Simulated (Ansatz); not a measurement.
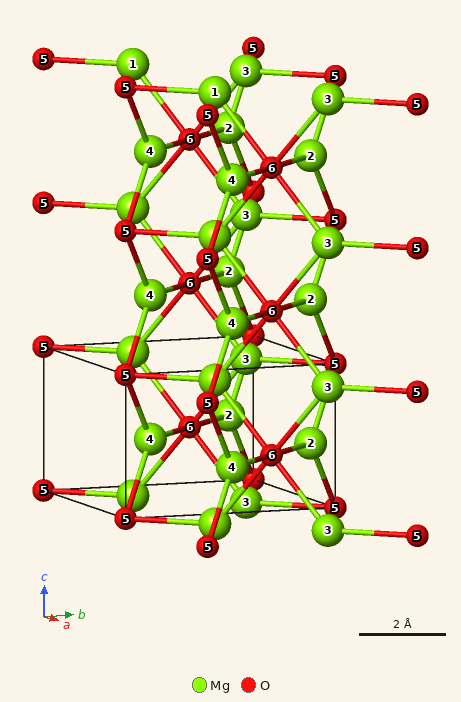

Fig. 1: The structure as given in the input (ball-and-stick view of the cell of the calculation, repeated 2 × 1 × 3, seen slightly off an axis; atoms are numbered from 1 in the order of the input). Near neighbours in the crystal (not all of them lie inside the picture): Mg has 3 O at 2.24 to 2.29 Å; O has 6 Mg at 2.24 to 2.29 Å.

**Single-point calculation, with input and output: Mg$_{2}$O**

- system: Mg$_{2}$O (6 atoms in the cell)
- method: DFT PBE, scalar-relativistic, plane waves, PAW, spin-polarised (Ansatz 0.2.0)

The structure was made by swapping elements on the sites of another compound; it need not be a known phase. It belongs to a series of runs on one base structure; here: anti-rutile type (P4_2/mnm, No. 136). Figures and captions count atoms from 1; the log counts them from 0 in places.

### Input
```yaml
crystal:
  lattice:
    - [5.2901358324, 0.0, 0.0]
    - [0.0, 5.2901358324, 0.0]
    - [0.0, 0.0, 3.4073817867]
  atoms:
    - { symbol: Mg, position: [0.306, 0.306, 0.0] }
    - { symbol: Mg, position: [0.194, 0.806, 0.5] }
    - { symbol: Mg, position: [0.694, 0.694, 0.0] }
    - { symbol: Mg, position: [0.806, 0.194, 0.5] }
    - { symbol: O, position: [0.0, 0.0, 0.0], spin: 1.0 }
    - { symbol: O, position: [0.5, 0.5, 0.5], spin: 1.0 }
basis:
  ecutwfc: 420
kpoints:
  mp_grid: { grid: [4, 4, 6] }
hamiltonian:
  xc: pbe
scf:
  occupations: { method: gaussian, width: 0.1 }
  lower_state_search: "off"
output:
  forces: true
  stress: true
  eigenvalues: true
  populations: true
magnetization:
  spin_polarized: true
```

Run on 1 thread of Intel Xeon @ 2.90GHz (Ice Lake), 192 GiB of memory available, shared host.

Launch command:
```bash
ansatz run input.yaml --threads 1 --pin off --max-ram 2560MiB --backend cpu --events-out ev --progress --plain --runs-dir out
```

### The program's output
```
Engine: ansatz 0.2.0, x86_64-unknown-linux-gnu
Pseudopotentials: kind: paw
Pseudopotential: Mg, paw, valence charge 10, recommended cutoff 420 eV (normal), Mg.paw.azcp
Pseudopotential: O, paw, valence charge 6, recommended cutoff 420 eV (normal), O.paw.azcp
Functional definition: PBE
  parameter kappa = 0.804
  parameter beta = 0.06672455060314922
  exchange = pbe_x(kappa = kappa, mu = beta*pi^2/3)
  correlation = pbe_c(beta = beta)
Crystal: 6 atoms, lattice volume = 95.357 Å³
Basis set: ecut = 420 eV, 1875 PW (Γ), exchange–correlation on 72×72×48 points (8 copies of the dense FFT grid, shifted against one another)
Bands: 33, of which v1, the nominal top of the filled ones, is band 26 counted from 1 (25 counted from 0)
Symmetry: 16 space group operations
Space group: P42/mnm (ITA 136), of the structure as read, at distance tolerance 4.6e-5 Å
Magnetic group: BNS 136.495 (UNI 1155), of the structure as read, at distance tolerance 4.6e-5 Å
k-points: 24 of 96
Non-local potential: Mg, projectors of the file, l = 0: 3, l = 1: 2, l = 2: 1
Non-local potential: O, projectors of the file, l = 0: 2, l = 1: 2, l = 2: 1
PAW form: soft (Blöchl's): semilocal exchange-correlation on the pseudo side does not see the compensation charge
PAW one-centre angular grid: Mg, 110 points (default); XC on 64 Gauss nodes
PAW one-centre angular grid: O, 110 points (default); XC on 64 Gauss nodes
Initial density: superposition of atomic densities (chi_scale 0.1, normalization cell, long waves kept (reshape's long-wave potential 0.02 eV rms))
Starting moments: Σ|m| = 2 μB on 2 of 6 sites
Initial wavefunctions: pseudopotential atomic-orbital guess
Functional: x = pbe(κ = 0.804, μ = 0.2195149727645171), c = pbe(β = 0.06672455060314922)
SCF iter   1: F=—  HF=-8833.542939 eV  |F-HF|=—  |Δ(HF+E_count)|=         —  Δρ=7.42e-2 (↑7.42e-2 ↓2.61e-2)  dr2=6.40e0  dr2_m=9.69e-1  M=0.132 μB ∫|m|=0.694 μB  β_m=0.30  ethr=3.10e-3  ⟨swp⟩=6.8  Hψ=7449  notcnv=0
preconditioner: auto → Resta (q_TF=auto, 2.466 Å⁻¹)  ε∞=5.3  [insulator: Δε(μ)=0.108 eV  Ē_g=7.359 eV  σ=0.100 eV  W_gap=0.55  n_scr=22 (ndim 8)  ℏωp=15.2 eV  f_vac=0.000  D(μ)=0.41/eV (n_scr^D=0)  ε∞_Penn≈5.3]
spin=Collinear: Resta preconditioning applied to the charge; magnetization (m = ρ↑ − ρ↓) channel mixes plain (no charge-response kernel on spin).
SCF iter   2: F=—  HF=-8832.577268 eV  |F-HF|=—  |Δ(HF+E_count)|=   9.66e-1  Δρ=3.56e-2 (↑3.56e-2 ↓2.54e-2)  dr2=6.92e-1  dr2_m=6.16e-1  M=0.085 μB ∫|m|=0.496 μB  β_m=0.30  ethr=3.10e-3  ⟨swp⟩=2.1  Hψ=2706  notcnv=0  defer=94
SCF iter   3: F=—  HF=-8832.681970 eV  |F-HF|=—  |Δ(HF+E_count)|=   1.05e-1  Δρ=2.33e-2 (↑2.20e-2 ↓2.33e-2)  dr2=2.55e-1  dr2_m=3.71e-1  M=0.081 μB ∫|m|=0.376 μB  β_m=0.30  ethr=1.33e-3  ⟨swp⟩=2.0  Hψ=1987  notcnv=0  defer=91
SCF iter   4: F=—  HF=-8832.793438 eV  |F-HF|=—  |Δ(HF+E_count)|=   1.11e-1  Δρ=1.61e-2 (↑1.60e-2 ↓1.61e-2)  dr2=1.54e-2  dr2_m=2.20e-1  M=0.074 μB ∫|m|=0.299 μB  β_m=0.30  ethr=4.90e-4  ⟨swp⟩=2.2  Hψ=2888  notcnv=0  defer=94
SCF iter   5: F=—  HF=-8832.834101 eV  |F-HF|=—  |Δ(HF+E_count)|=   4.07e-2  Δρ=1.23e-2 (↑1.23e-2 ↓1.23e-2)  dr2=6.88e-3  dr2_m=1.31e-1  M=0.065 μB ∫|m|=0.244 μB  β_m=0.30  ethr=2.96e-5  ⟨swp⟩=2.9  Hψ=2881  notcnv=0  defer=94
SCF iter   6: F=—  HF=-8832.858555 eV  |F-HF|=—  |Δ(HF+E_count)|=   2.45e-2  Δρ=9.57e-3 (↑9.57e-3 ↓9.38e-3)  dr2=2.86e-4  dr2_m=7.83e-2  M=0.056 μB ∫|m|=0.200 μB  β_m=0.30  ethr=1.32e-5  ⟨swp⟩=2.0  Hψ=2841  notcnv=0  defer=94
SCF iter   7: F=—  HF=-8832.873384 eV  |F-HF|=—  |Δ(HF+E_count)|=   1.48e-2  Δρ=7.47e-3 (↑7.27e-3 ↓7.47e-3)  dr2=1.05e-4  dr2_m=4.74e-2  M=0.047 μB ∫|m|=0.164 μB  β_m=0.30  ethr=5.50e-7  ⟨swp⟩=2.0  Hψ=2801  notcnv=0  defer=94
Mixer restart at iter 7: flushing history
spin-set hold released at iteration 7 (site moments contracting): the magnetisation degrees of freedom join the quasi-Newton model from the next iteration; the mixer history was flushed
SCF iter   8: F=—  HF=-8832.882246 eV  |F-HF|=—  |Δ(HF+E_count)|=   8.86e-3  Δρ=5.80e-3 (↑5.71e-3 ↓5.80e-3)  dr2=5.52e-5  dr2_m=2.89e-2  M=0.040 μB ∫|m|=0.134 μB  β_m=0.61  ethr=2.02e-7  ⟨swp⟩=2.1  Hψ=2768  notcnv=0  defer=94
SCF iter   9: F=—  HF=-8832.896180 eV  |F-HF|=—  |Δ(HF+E_count)|=   1.39e-2  Δρ=6.45e-4 (↑5.45e-4 ↓6.45e-4)  dr2=8.07e-6  dr2_m=3.09e-4  M=0.010 μB ∫|m|=0.027 μB  β_m=0.76  ethr=1.06e-7  ⟨swp⟩=3.0  Hψ=3258  notcnv=0  defer=94
SCF iter  10: F=—  HF=-8832.896465 eV  |F-HF|=—  |Δ(HF+E_count)|=   2.85e-4  Δρ=1.56e-4 (↑1.56e-4 ↓8.15e-5)  dr2=1.28e-5  dr2_m=1.01e-5  M=0.004 μB ∫|m|=0.009 μB  β_m=0.85  ethr=1.55e-8  ⟨swp⟩=3.9  Hψ=3283  notcnv=0  defer=94
SCF iter  11: F=—  HF=-8832.896374 eV  |F-HF|=—  |Δ(HF+E_count)|=   9.14e-5  Δρ=1.11e-4 (↑6.27e-5 ↓1.11e-4)  dr2=2.11e-5  dr2_m=1.21e-6  M=0.002 μB ∫|m|=0.004 μB  β_m=0.69  ethr=1.55e-8  ⟨swp⟩=2.1  Hψ=1974  notcnv=0  defer=94
SCF iter  12: F=—  HF=-8832.896374 eV  |F-HF|=—  |Δ(HF+E_count)|=   1.38e-7  Δρ=1.51e-5 (↑1.48e-5 ↓1.51e-5)  dr2=4.23e-9  dr2_m=1.94e-7  M=0.001 μB ∫|m|=0.002 μB  β_m=0.84  ethr=1.55e-8  ⟨swp⟩=2.0  Hψ=1973  notcnv=0  defer=94
iter 13 did not close the SCF: its close was put off for a magnetic moment that had not settled (scf_convergence_deferred on its scf_iter line)
SCF iter  13: F=-8832.896375 eV  HF=-8832.896375 eV  |F-HF|=2.07e-8  |Δ(HF+E_count)|=   1.66e-6  Δρ=2.55e-6 (↑2.55e-6 ↓2.51e-6)  dr2=4.47e-10  dr2_m=5.27e-9  M=0.000 μB ∫|m|=0.000 μB  β_m=0.85  ethr=8.13e-12  ⟨swp⟩=10.7  Hψ=7316  notcnv=0
SCF iter  14: F=-8832.896375 eV  HF=-8832.896375 eV  |F-HF|=1.80e-10  |Δ(HF+E_count)|=   3.79e-8  Δρ=2.88e-7 (↑2.88e-7 ↓2.41e-7)  dr2=5.55e-11  dr2_m=3.98e-11  M=0.000 μB ∫|m|=0.000 μB  ethr=1.00e-12  ⟨swp⟩=1.1  Hψ=4891  notcnv=0
WARN: the starting moments were not kept: the SCF closed with an absolute magnetisation of 1.2e-5 μB, where they sum to 2 μB in size (2 sites). That is at most 0.1 of that sum. Measured as dr2_m measures the in/out step, that magnetisation stands 7.8e-12 eV from none, at or under the dr2_threshold of 1.0e-7 eV: it is no larger than a step whose dr2_m would equal this threshold. The system may hold no moment; this SCF shows only that its start led to no more than that. To try another start: raise the starting moments (crystal.atoms[].spin, magnetization.per_species, magnetization.initial_magnetization, or on a non-collinear deck that types none of these the spinor_matrix: blocks that start its atoms; where the total moment is fixed, keep their sum and leave initial_magnetization as it is; typed ones take the place of any that the run laid by itself, positive ones on a crystal's lanthanoids without a Hubbard term where scf.initial_density.shell_occupations: [] is typed) or, if the notice of its spin-set hold's release reads "site moments contracting" or "site moments show no strong build", lengthen the hold (scf.mixing.spin_hold: { on: { confirm: 4 } }; for m-r²SCAN on two components see the key's manual first). Each may lead to a state that holds a moment. A second SCF, from the converged charge density, with the starting moments and any scf.initial_density.shell_occupations laid on it anew, would have followed, and was not run: the deck does not ask for one (magnetization.retry_lost_moments is false, the default). To let it run, set magnetization.retry_lost_moments: true and run the deck again, where that key's refused combinations let it; where memory then withholds it, that run's warning says so.
SCF 1 converged in 14 iterations: F = -8832.896375 eV  dr2 = 5.55e-11
  greatest PAW one-centre occupation: 1.000 electrons in one spin orbital (limit 2), on the Mg atom at site 2 (counted from 0), in its partial waves of l = 0
```

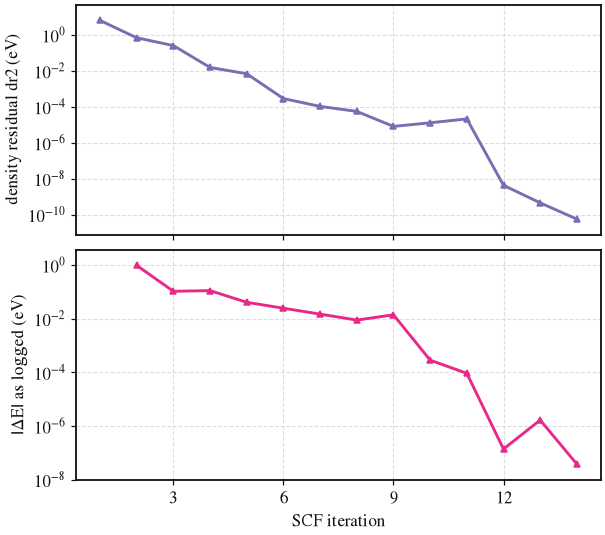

Fig. 2: Convergence of the self-consistent field: density residual dr2 and size of the energy change against the SCF iteration. The residual falls almost steadily, with no more than small rises.

```
SCF converged after 14 iterations
Magnetization: 0.0000 μB (26.0000 up, 26.0000 down)
Absolute magnetization: 0.0000 μB (∫|ρ↑−ρ↓|, with the PAW one-centre terms)
Spin contamination: 0.0000 ħ² per cell (⟨S²⟩ above its minimum at these occupations)
Per-site moments (μB) at R_I (Å): [(1.1704082703342093e-7, 0.9232161026064793), (1.1704082688481431e-7, 0.9232161026064791), (1.1704082681425768e-7, 0.9232161026064789), (1.1704082699294024e-7, 0.9232161026064791), (-3.673611074441622e-7, 0.9232161026064791), (-3.6736110733228893e-7, 0.9232161026064789)]
Free energy (F): -8832.896375 eV
Harris-Foulkes:  -8832.896375 eV  (|F-HF|=1.80e-10)
Internal energy: -8832.889457 eV  (E = F + TS)
E sigma→0 (E₀):  -8832.892916 eV
Entropy (-TS):   -0.006919 eV (-1.153 meV/atom)
Fermi energy:    7.118066 eV
--- Per-component energies (eV) ---
  E_band       = -1421.357619
  E_kinetic    = 650.911882
  E_local      = -7058.020338  (includes V_loc(G=0)·N_el)
  E_nonlocal   = 476.518724
  E_hartree    = 2515.816360
  E_xc         = -263.590140
  E_vxc        = -337.998997  (∫ρ·V_xc dr)
  E_paw        = -1485.565711  (= ΣΔE_a)
  E_vpaw       = -184.406846  (= ΣTr[D̂ρ^β])
  E_aug_tail   = 0.004700  (compensation charges beyond the density's cutoff)
  E_ewald      = -3668.964934
  E_smearing   = -0.006919  (= −TS)
  E_closure    = -0.000000  (closes the sum)
  Σ components = -8832.896375   (vs F -8832.896375, Δ=0.00e0)
--- Forces (eV/Å), atoms counted from 1 ---
  atom   1  Mg    -0.35239610    -0.35239610     0.00000000
  atom   2  Mg     0.35239610    -0.35239610     0.00000000
  atom   3  Mg     0.35239610     0.35239610     0.00000000
  atom   4  Mg    -0.35239610     0.35239610     0.00000000
  atom   5  O      0.00000000    -0.00000000     0.00000000
  atom   6  O      0.00000000     0.00000000     0.00000000
  max |Σ_I F_I| component: 1.11e-16 eV/Å
--- Stress (GPa, compression-positive) ---
       -2.221625       0.000000       0.000000
        0.000000      -2.221625       0.000000
        0.000000       0.000000     -12.017831
  P = ⅓ Tr σ = -5.4870 GPa (-54.870 kbar)
--- Band table (eV; the first three rows and the last of 48) ---
  k-point 0 ↑: bands = ["-69.2751", "-69.2714", "-69.2713", "-69.2713", "-36.0556", "-36.0428", "-36.0374", "-36.0374", "-36.0290", "-36.0242", "-36.0210", "-36.0140", "-36.0140", "-36.0126", "-36.0126", "-36.0100", "-12.0605", "-11.8614", "1.2270", "1.2270", "2.3679", "2.3679", "2.5594", "2.6834", "2.6888", "5.5808", "8.9623", "9.7718", "9.7718", "12.0080", "12.4316", "13.1461", "13.1461"]
  k-point 1 ↑: bands = ["-69.2748", "-69.2716", "-69.2713", "-69.2713", "-36.0537", "-36.0412", "-36.0362", "-36.0362", "-36.0305", "-36.0253", "-36.0223", "-36.0162", "-36.0162", "-36.0132", "-36.0132", "-36.0132", "-12.0018", "-11.8293", "1.3960", "1.3960", "1.6512", "1.9951", "2.4011", "2.4011", "3.7546", "5.9137", "9.4799", "9.6740", "9.6740", "12.4250", "12.5602", "12.8828", "12.8828"]
  k-point 2 ↑: bands = ["-69.2739", "-69.2721", "-69.2711", "-69.2711", "-36.0485", "-36.0369", "-36.0350", "-36.0338", "-36.0338", "-36.0269", "-36.0260", "-36.0201", "-36.0201", "-36.0200", "-36.0151", "-36.0151", "-11.8720", "-11.7723", "0.8384", "1.0648", "1.8137", "1.8137", "2.4178", "2.4178", "5.0278", "6.9141", "8.6869", "9.4202", "9.4202", "10.9353", "12.0034", "12.0034", "12.1754"]
  k-point 23 ↓: bands = ["-69.2729", "-69.2729", "-69.2710", "-69.2710", "-36.0476", "-36.0476", "-36.0400", "-36.0400", "-36.0297", "-36.0297", "-36.0194", "-36.0194", "-36.0164", "-36.0164", "-36.0160", "-36.0160", "-11.7687", "-11.7687", "0.7293", "0.7293", "1.9724", "1.9724", "2.0289", "2.0289", "7.4315", "7.4315", "8.1766", "8.1766", "9.6148", "9.6148", "11.1027", "11.1027", "15.1582"]
--- Löwdin populations: 6 sites ---
  site symbol       q [e]    m [muB]
     0     Mg      8.9672     0.0000
     1     Mg      8.9672     0.0000
     2     Mg      8.9672     0.0000
     3     Mg      8.9672     0.0000
     4      O      7.3597    -0.0000
     5      O      7.3597    -0.0000
  spilling = 0.027152 (of n_electrons = 52.000000)
```

### File populations.tsv
```
# site	symbol	l	j	q_up	q_dn
# orbitals = lowdin
# n_electrons = 52.000000
# spilling = 0.027152
0	Mg	0_2S	-	0.999264	0.999264
0	Mg	0_3S	-	0.484355	0.484354
0	Mg	1_2P	-	2.999965	2.999965
1	Mg	0_2S	-	0.999264	0.999264
1	Mg	0_3S	-	0.484355	0.484354
1	Mg	1_2P	-	2.999965	2.999965
2	Mg	0_2S	-	0.999264	0.999264
2	Mg	0_3S	-	0.484355	0.484354
2	Mg	1_2P	-	2.999965	2.999965
3	Mg	0_2S	-	0.999264	0.999264
3	Mg	0_3S	-	0.484355	0.484354
3	Mg	1_2P	-	2.999965	2.999965
4	O	0_2S	-	0.974154	0.974154
4	O	1_2P	-	2.705704	2.705704
5	O	0_2S	-	0.974154	0.974154
5	O	1_2P	-	2.705704	2.705704
```

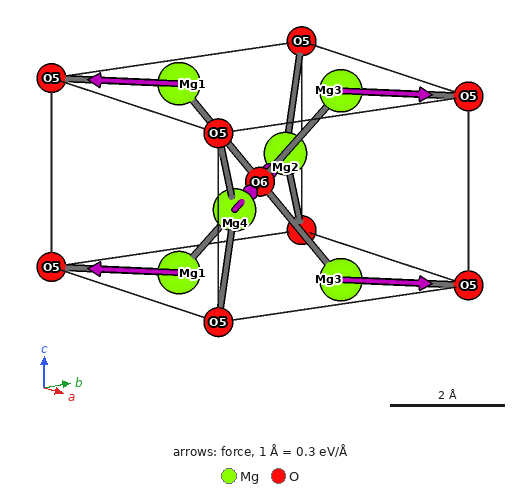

Fig. 3: Forces on the atoms as pink arrows (ball-and-stick view of the cell of the calculation, seen at an oblique angle; atoms are numbered from 1 in the order of the input). The largest act on all 4 Mg atoms (0.50 eV/Å). The geometry is not a stationary point of this energy.

### Results in brief

| quantity | value |
| --- | --- |
| outcome | converged |
| space group (tolerance 0.01 Å) | P4₂/mnm (136) |
| electrons treated | 52 |
| free energy | −8832.8964 eV |
| Fermi energy | 7.118 eV |
| gap on the k-point mesh | none (metallic) |
| net moment of the cell | 0.00 μB |
| integrated absolute moment | 0.00 μB |
| pressure | −5.49 GPa |
| largest force (length of the vector) | 0.498 eV/Å |
| wall time | 10 s |
| peak memory | 0.42 GiB |

### Remarks

The program warns: some starting moments were not kept.
